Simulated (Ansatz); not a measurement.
# The valence band of CdF2 as photoemission sees it

What would valence photoemission of CdF2 look like, and what sets its shape? Spin–orbit coupling is left out of the bands throughout.

Method: DFT, LDA, plane-wave PAW, default files, scalar-relativistic, in the first sound run; inputs show where later runs differ, in Ansatz 0.2.0.

### Step 1. Starting point

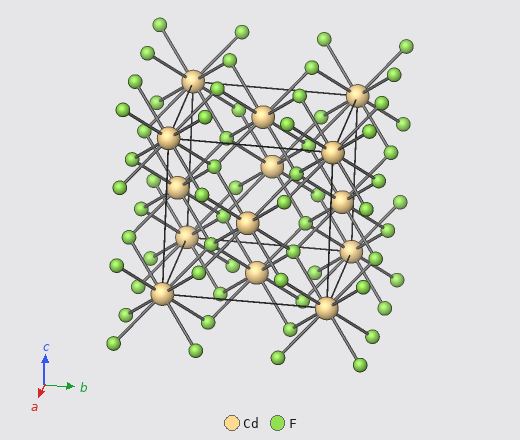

The starting structure, seen slightly off an axis (cadmium orange, fluorine green). This picture shows the conventional cell, with its axes. Some periodic images of atoms are drawn too.

### Step 2. The base run

The base run gives the projected DOS, from which the spectra are built. The DOS is taken on a denser mesh than the density.

input.yaml reads:

```yaml
crystal:
  lattice:
    - [0.0, 2.694, 2.694]
    - [2.694, 0.0, 2.694]
    - [2.694, 2.694, 0.0]
  atoms:
    - { symbol: Cd, position: [0.0, 0.0, 0.0] }
    - { symbol: F, position: [0.75, 0.75, 0.75] }
    - { symbol: F, position: [0.25, 0.25, 0.25] }
kpoints:
  mp_grid: { grid: [8, 8, 8] }
  band_path:
    path:
      - [[0.0, 0.0, 0.0], [0.5, 0.0, 0.5], [0.625, 0.25, 0.625]]
      - [[0.375, 0.375, 0.75], [0.0, 0.0, 0.0], [0.5, 0.5, 0.5], [0.5, 0.25, 0.75], [0.5, 0.0, 0.5]]
    npoints: 15
scf:
  occupations: { method: fermi_dirac, width: 0.02 }
  n_extra_bands: 10
hamiltonian:
  xc: lda
  pseudopotentials: { kind: paw }
output:
  forces: true
  stress: true
  dos:
    projected: true
    de: 0.05
    e_range: [-28, 12]
    nscf_kmesh: { grid: [14, 14, 14] }
  fatbands: true
  write_density: true
  write_potential: true
  elf: true
  volumetric_format: npy
```

Run with:

```console
ansatz run input.yaml --threads 2 --pin off --max-ram 4096MiB --backend cpu --events-out ev --progress --plain --runs-dir out
```

Numbers of over 12 decimals in the logs are rounded to 6 here.

The log of the run:

```text
scf.n_extra_bands = 10 over 17 filled bands (N_el = 34.0): the run solves 27 bands
Engine: ansatz 0.2.0, x86_64-unknown-linux-gnu
Pseudopotentials: kind: paw
Pseudopotential: Cd, paw, valence charge 20, recommended cutoff 420 eV (normal), Cd.paw.azcp
Pseudopotential: F, paw, valence charge 7, recommended cutoff 420 eV (normal), F.paw.azcp
Functional definition: SPW92
  exchange = slater_x
  correlation = pw_c
Crystal: 3 atoms, lattice volume = 39.104 Å³
Basis set: ecut = 420 eV, 749 PW (Γ)
Bands: 27, of which v1, the nominal top of the filled ones, is band 17 counted from 1 (16 counted from 0)
Symmetry: 48 space group operations
Space group: Fm-3m (ITA 225), of the structure as read, at distance tolerance 3.4e-5 Å
k-points: 29 of 512
Non-local potential: Cd, projectors of the file, l = 0: 3, l = 1: 2, l = 2: 2, l = 3: 1
Non-local potential: F, projectors of the file, l = 0: 2, l = 1: 2, l = 2: 1
PAW form: soft (Blöchl's): semilocal exchange-correlation on the pseudo side does not see the compensation charge
PAW frozen core: Cd, regenerated for the run's functional, and the local potential with it (the file was generated under x = pbe(κ = 0.804, μ = 0.219515), c = pbe(β = 0.066725))
PAW frozen core: F, regenerated for the run's functional, and the local potential with it (the file was generated under x = pbe(κ = 0.804, μ = 0.219515), c = pbe(β = 0.066725))
PAW one-centre angular grid: Cd, 590 points (default); XC on 64 Gauss nodes
PAW one-centre angular grid: F, 110 points (default); XC on 64 Gauss nodes
Initial density: superposition of atomic densities (neutral atoms: chi_scale 0, normalization atom), corrected by the library's trained network
Initial wavefunctions: pseudopotential atomic-orbital guess
Functional: x = slater, c = lda
SCF iter   1: F=—  HF=-9706.362197 eV  |F-HF|=—  |Δ(HF+E_count)|=         —  Δρ=2.37e-2  dr2=1.56e-1  ethr=1.77e-3  ⟨swp⟩=5.2  Hψ=3441  notcnv=0  defer=2
preconditioner: auto → none  [insulator: Δε(μ)=2.523 eV  Ē_g=21.956 eV  σ=0.020 eV  W_gap=1.00  n_scr=14 (ndim 8)  ℏωp=30.3 eV  f_vac=0.125  D(μ)=0.00/eV (n_scr^D=0)  ε∞_Penn≈2.9]
SCF iter   2: F=—  HF=-9706.325641 eV  |F-HF|=—  |Δ(HF+E_count)|=   3.66e-2  Δρ=1.29e-2  dr2=3.27e-2  ethr=4.59e-4  ⟨swp⟩=2.0  Hψ=1499  notcnv=0  defer=152
SCF iter   3: F=—  HF=-9706.315540 eV  |F-HF|=—  |Δ(HF+E_count)|=   1.01e-2  Δρ=2.03e-3  dr2=7.75e-4  ethr=9.62e-5  ⟨swp⟩=2.0  Hψ=1129  notcnv=0  defer=153
SCF iter   4: F=—  HF=-9706.315295 eV  |F-HF|=—  |Δ(HF+E_count)|=   2.44e-4  Δρ=8.61e-4  dr2=9.27e-5  ethr=2.28e-6  ⟨swp⟩=1.3  Hψ=750  notcnv=0  defer=153
SCF iter   5: F=—  HF=-9706.315243 eV  |F-HF|=—  |Δ(HF+E_count)|=   5.26e-5  Δρ=2.85e-5  dr2=1.56e-7  ethr=2.73e-7  ⟨swp⟩=2.0  Hψ=1007  notcnv=0  defer=153
SCF iter   6: F=-9706.315243 eV  HF=-9706.315243 eV  |F-HF|=3.97e-10  |Δ(HF+E_count)|=   6.79e-9  Δρ=3.90e-6  dr2=2.75e-9  ethr=2.94e-10  ⟨swp⟩=10.3  Hψ=4765  notcnv=0
SCF 1 converged in 6 iterations: F = -9706.315243 eV  dr2 = 2.75e-9
  greatest PAW one-centre occupation: 1.000 electrons in one spin orbital (limit 2), on the Cd atom at site 0 (counted from 0), in its partial waves of l = 0
NSCF: frozen V_eff on 92 k-points
NSCF: frozen V_eff on 104 k-points
SCF converged after 6 iterations
Free energy (F): -9706.315243 eV
Harris-Foulkes:  -9706.315243 eV  (|F-HF|=3.97e-10)
Internal energy: -9706.315243 eV  (E = F + TS)
E sigma→0 (E₀):  -9706.315243 eV
Fermi energy:    7.426565 eV
--- Per-component energies (eV) ---
  E_band       = -492.584581
  E_kinetic    = 914.317245
  E_local      = -4235.666159  (includes V_loc(G=0)·N_el)
  E_nonlocal   = 195.887528
  E_hartree    = 1867.095886
  E_xc         = -329.684026
  E_vxc        = -420.949350  (∫ρ·V_xc dr)
  E_paw        = -4325.406203  (= ΣΔE_a)
  E_vpaw       = -680.367258  (= ΣTr[D̂ρ^β])
  E_aug_tail   = 0.004046  (compensation charges beyond the density's cutoff)
  E_ewald      = -3793.856633
  E_core_change = 0.993072  (= ΣΔE_core)
  E_smearing   = -0.000000  (= −TS)
  E_closure    = -0.000000  (closes the sum)
  Σ components = -9706.315243   (vs F -9706.315243, Δ=0.00e0)
--- Forces (eV/Å), atoms counted from 1 ---
  atom   1  Cd    -0.00000000     0.00000000    -0.00000000
  atom   2  F      0.00000000    -0.00000000    -0.00000000
  atom   3  F      0.00000000     0.00000000     0.00000000
  max |Σ_I F_I| component: 1.62e-17 eV/Å
--- Stress (GPa, compression-positive) ---
       -5.701439       0.000000       0.000000
       -0.000000      -5.701439      -0.000000
       -0.000000      -0.000000      -5.701439
  P = ⅓ Tr σ = -5.7014 GPa (-57.014 kbar)
--- Band table (eV; the first three rows and the last of 29) ---
  k-point 0: bands = [... 13 lower, 4.9860, 5.5243, 5.5243, 5.5243, 8.8108, 18.3132, 18.3132, 18.3132, ... 6 higher]
  k-point 1: bands = [... 13 lower, 4.8842, 5.4009, 5.5296, 5.5296, 9.4079, 17.5914, 18.5472, 18.5472, ... 6 higher]
  k-point 2: bands = [... 13 lower, 4.5988, 4.8550, 5.5601, 5.5601, 10.7242, 16.4229, 19.1520, 19.1520, ... 6 higher]
  k-point 28: bands = [... 13 lower, 4.4373, 4.4373, 5.3715, 6.0000, 13.8134, 17.0721, 17.3896, 17.3896, ... 6 higher]
```

It took 4 s on 2 threads of AMD EPYC 7R43, shared host; peak memory 0.37 GiB; 7.6 s of CPU time.

The column dr2 measures how far the density is from self-consistency, as an energy; F and HF (Harris–Foulkes) agree once it is small.

This step gave:

- free energy: -9706.3152 eV
- Fermi energy: 7.427 eV
- symmetry operations: 48
- pressure: -5.701 GPa
- gap on the k-mesh: 2.811 eV
- zero of energy: valence-band maximum
- share of occupied states in no projected shell: 0.0055 of the occupied states in the window
- gap on the path: 2.811 eV
- least direct gap on the path: 3.287 eV
- valence top on path: 0 eV

Electronic bands along the path, in eV, zero at the valence-band maximum; v1 is the highest filled band, c1 the lowest empty one:

```tsv
point	v4	v3	v2	v1	c1
Γ	-1.01	-0.48	-0.48	-0.48	2.81
X	-3.04	-0.53	-0.09	-0.09	7.74
U	-2.35	-0.99	-0.36	-0.20	7.70
jump to K	-2.35	-0.99	-0.36	-0.20	7.70
Γ	-1.01	-0.48	-0.48	-0.48	2.81
L	-1.90	-1.90	-0.38	-0.38	6.94
W	-1.56	-1.56	-0.63	0.00	7.81
X	-3.04	-0.53	-0.09	-0.09	7.74
```

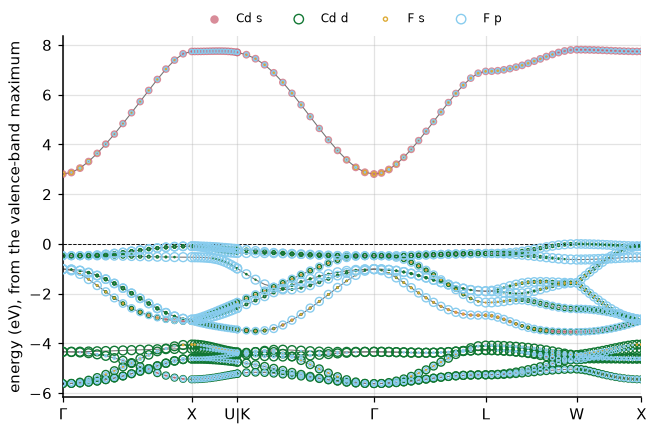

Electronic bands along the path; dots are coloured as in the legend, and their area grows with the weight.

The DOS has structure finer than the step of the table below, so its rows give means over 2 eV, whole bins alone (the curve runs from -21.9 to 13.4 eV). Peaks (eV: height): total -19.7: 7.73, -5.1: 11.2, -4.3: 16.4, -0.4: 16.8; F 2p -5.1: 2.88, -1.9: 4.55, -0.4: 14.0; Cd 4d -5.1: 8.18, -4.3: 15.5, -0.4: 2.70; Cd 5s -20.1: 0.232, -3.4: 0.587, 7.7: 1.06; Cd 5p* 9.8: 2.35, 13.1: 2.26.

* holds the states left over by the projection beside any projected weight of its own. The DOS by E, zero at the valence-band maximum; means over each step; values in states/eV/cell:

```tsv
E (eV)	total	F 2p	Cd 4d	Cd 5s	Cd 5p*	F 2s
-20	2.00	0.00346	0.0189	0.0573	4.8e-4	1.92
-18	0	0	0	0	0	0
-16	0	0	0	0	0	0
-14	0	0	0	0	0	0
-12	0	0	0	0	0	0
-10	0	0	0	0	0	0
-8	0	0	0	0	0	0
-6	1.67	0.425	1.23	0.0116	0.00293	0.00122
-4	4.00	0.745	3.11	0.117	0.00652	0.0203
-2	2.90	2.47	0.307	0.0534	0.0532	0.0144
0	2.43	2.08	0.328	0.00347	0.0118	0.00203
2	0.00102	3.1e-5	0	8.0e-4	1.1e-5	1.8e-4
4	0.112	0.0164	1.2e-4	0.0811	0.00126	0.0136
6	0.448	0.0887	5.6e-4	0.328	0.00893	0.0225
8	0.452	0.0890	2.7e-4	0.335	0.0221	0.00560
10	0.954	0.0185	4.2e-4	0.00378	0.931	5.2e-4
12	0.914	0.0132	2.3e-4	0.00251	0.898	4.2e-4
```

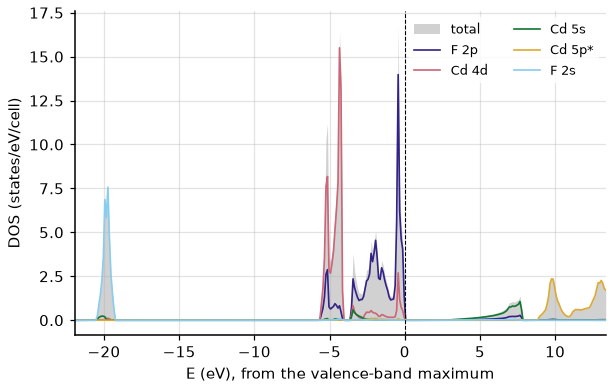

DOS, plotted against E.

Sums over each group's atoms; a table of it gives point samples, which can step over narrow peaks. The DOS of the group by E, zero at the valence-band maximum; values in states/eV:

```tsv
E (eV)	F2: F 2p	Cd1: Cd 4d	Cd1: Cd 5s	F2: F 2s
-20.0	0.00783	0.0314	0.183	4.43
-17.5	0	0	0	0
-15.0	0	0	0	0
-12.5	0	0	0	0
-10.0	0	0	0	0
-7.5	0	0	0	0
-5.0	1.32	4.38	0.0319	0.00863
-2.5	2.24	0.441	0.0648	0.0130
0.0	1.53	0.202	6.7e-5	9.8e-5
2.5	0	0	0	0
5.0	0.0388	3.2e-4	0.154	0.0201
7.5	0.230	6.2e-4	0.876	0.0109
10.0	0.0344	9.0e-4	0.00677	8.4e-4
12.5	0.0155	2.6e-4	0.00139	4.9e-4
```

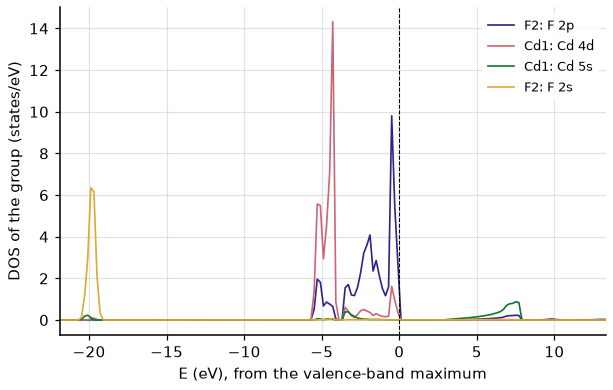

DOS of the group, plotted against E.

This run's widths, added to any smearing of the DOS itself: Gaussian 0.35 eV, Lorentzian 0.05 eV plus 0.08 an eV of depth. Intensity against binding energy, zero at the valence-band maximum; values in % of the maximum within 13 eV:

```tsv
binding energy (eV)	21.2 eV	150 eV	1486.7 eV	8047.8 eV	9251.7 eV
0.0	29.9	30.0	6.91	6.02	6.00
2.5	34.8	34.7	10.5	11.2	11.7
5.0	40.3	28.6	65.2	65.1	65.1
7.5	0.949	0.811	1.46	1.54	1.56
10.0	0.272	0.377	0.474	0.584	0.607
12.5	-	0.406	0.350	0.543	0.582
15.0	-	0.754	0.502	0.938	1.03
17.5	-	2.83	1.68	3.42	3.77
20.0	-	21.9	12.7	26.6	29.4
```

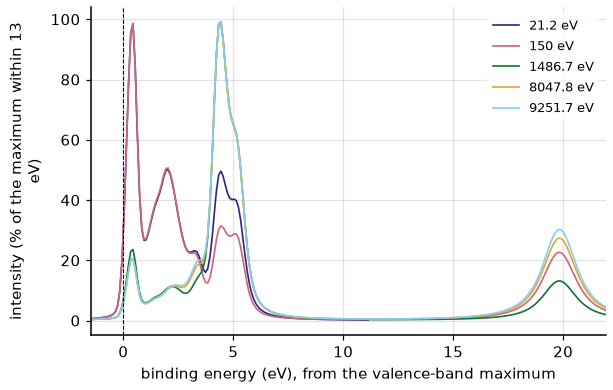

Intensity against binding energy.

Maxima picked by a test of local sharpness, so broad peaks and shoulders can be missing; peaks within 0.45 eV of a curve's cut are left out. Valence peaks, by row:

```tsv
photon energy (eV)	binding energy (eV)	height (% of the maximum within 13 eV)	main shell	its share (%)
21.2	4.413	49.72	Cd 4d	80.97
21.2	3.263	23.24	F 2p	80.64
21.2	2.013	50.3	F 2p	93.55
21.2	0.4128	100	F 2p	92.38
150	19.81	22.68	F 2s	99.29
150	5.113	28.92	F 2p	53.89
150	4.463	31.44	Cd 4d	65.53
150	2.013	50.89	F 2p	96.02
150	0.4128	100	F 2p	95.92
1487	19.81	13.19	F 2s	97.16
1487	4.413	100	Cd 4d	99.06
1487	2.213	11.37	Cd 4d	75.31
1487	0.4128	24.04	Cd 4d	77.61
8048	19.81	27.39	F 2s	95.99
8048	4.413	100	Cd 4d	98.27
8048	2.363	11.42	Cd 4d	74.88
8048	0.4128	21.04	Cd 4d	88
9252	19.81	30.26	F 2s	95.7
9252	4.413	100	Cd 4d	98
9252	0.4128	20.98	Cd 4d	87.99
```

The intensity, F K has structure finer than the step of the table below, so its rows give means over 2 eV, whole bins alone (the curve runs from -21.9 to 1.46 eV). Peaks (eV: height): -1.9: 56.4, -0.4: 98.9.

Shapes are the site's partial DOS without matrix elements, which overweights lines from ligand s bands. Table of intensity, F K by emission energy less the core level's binding energy, zero at the valence-band maximum; means over each step:

```tsv
emission energy less the core level's binding energy (eV)	intensity, F K (% of the unpolarised maximum)
-20	0.0752
-18	0.0644
-16	0.0734
-14	0.101
-12	0.152
-10	0.262
-8	0.619
-6	6.85
-4	15.5
-2	43.6
0	38.3
```

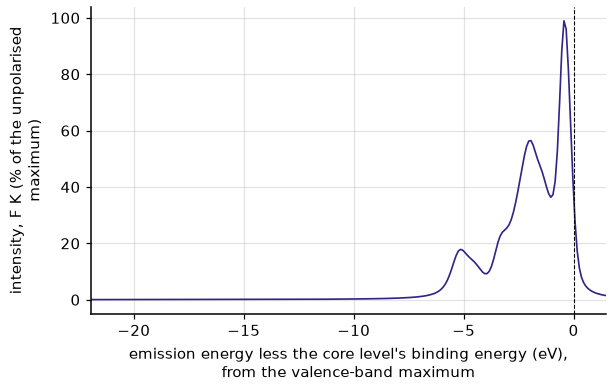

Intensity, F K against emission energy less the core level's binding energy.

Window up to 13.4 eV. Shell moments, by row:

```tsv
element	shell	occupied states an atom	centre of occupied part (eV)	rms width of occupied part (eV)	centre up to the window's top (eV)	rms width up to the window's top (eV)
Cd	5s	0.4855	-7.219	7.218	3.215	6.994
Cd	5p*	0.15	-2.173	1.81	11.02	2.821
Cd	4d	9.994	-4.263	1.583	-4.258	1.602
F	2s	1.954	-19.51	2.316	-18.97	4.322
F	2p	5.728	-1.899	1.574	-1.537	2.402
```

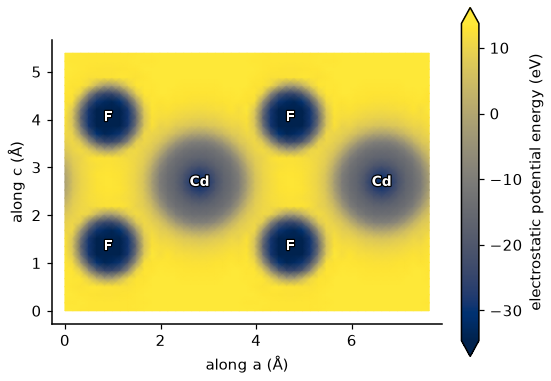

Electrostatic potential energy in the ac plane of a cell with a along [110], b along [-110] and c along [001] of the cube at fractional y = 0.000, with atoms of Cd and F within 0.2 Å of it. With pseudopotentials it is smooth inside the atoms' cores, unlike the true potential. The map starts off the cell's origin, so that atoms lie inside it.

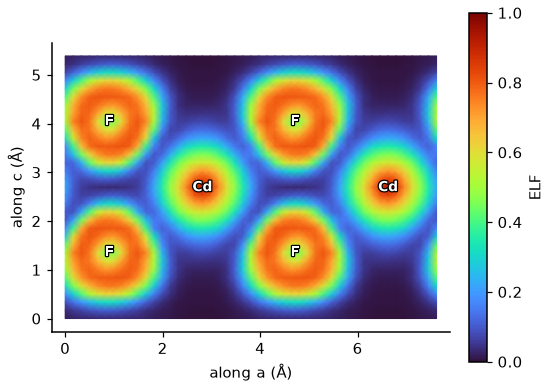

ELF in the ac plane of a cell with a along [110], b along [-110] and c along [001] of the cube at fractional y = 0.000, with atoms of Cd and F within 0.2 Å of it. It is the smooth field of the valence electrons, not physical close to the nuclei. The map starts off the cell's origin, so that atoms lie inside it.

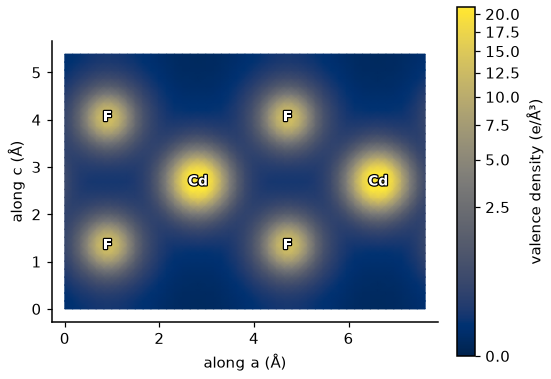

Valence density in the ac plane of a cell with a along [110], b along [-110] and c along [001] of the cube at fractional y = 0.000, with atoms of Cd and F within 0.2 Å of it. It is the smooth field of the valence electrons, not physical close to the nuclei. The map starts off the cell's origin, so that atoms lie inside it. The colour scale is stretched toward low values.

Recipe: projected DOS times atomic cross section and asymmetry factor (unpolarised light, 54.7° from the beam), occupied states only, Fermi edge at 20 K, a Lorentzian width of 0.05 eV growing by 0.08 eV per eV of binding energy, and a resolution of 0.35 eV. Curves are cut 10 eV under the photon energy, above any shell that the free atom's threshold puts out of reach, or at the lower edge of the window: 11.2 eV at 21.2 eV, 22 eV at 150 eV, 22 eV at 1486.7 eV, 22 eV at 8047.8 eV and 22 eV at 9251.7 eV. A star in tables and legends marks shells that hold the states left over by the projection (0.5 % of the filled ones), a stand-in for orbitals that the files don't project on. Matrix elements of the solid and inelastic losses aren't modelled, nor non-dipole terms, which matter above 3 keV.

Share of each shell in the spectrum's area (%), by photon energy:

```tsv
shell	21.2 eV	150 eV	1486.7 eV	8047.8 eV	9251.7 eV
Cd 5s	0.0	0.2	0.5	4.1	4.9
Cd 4d	29.2	13.2	78.7	66.0	63.5
F 2s	0.0	22.7	16.3	28.2	29.9
F 2p	70.7	63.8	4.4	1.5	1.4
```

At this lattice the functional leaves a pressure of -5.7 GPa, which narrows the bands against the functional's own equilibrium.

[end of part 1 of 3]

[Logs are printed without paths, hosts, clocks, repeated set-up lines and the standing remarks that a program may print on its own settings, such as how far it seeks lower states.]

[Hosts, paths, dates, database ids (printed as entryN), source tags and the programs' standing remarks are cut or masked in the printed files.]

[Maps of the electrostatic potential energy from Ansatz leave out the sawtooth potential of an applied field or a dipole correction, so their vacuum need not be flat; work functions include it.]

[Peak lists hold at most the 14 tallest peaks of each spectrum; further lines can be left out.]
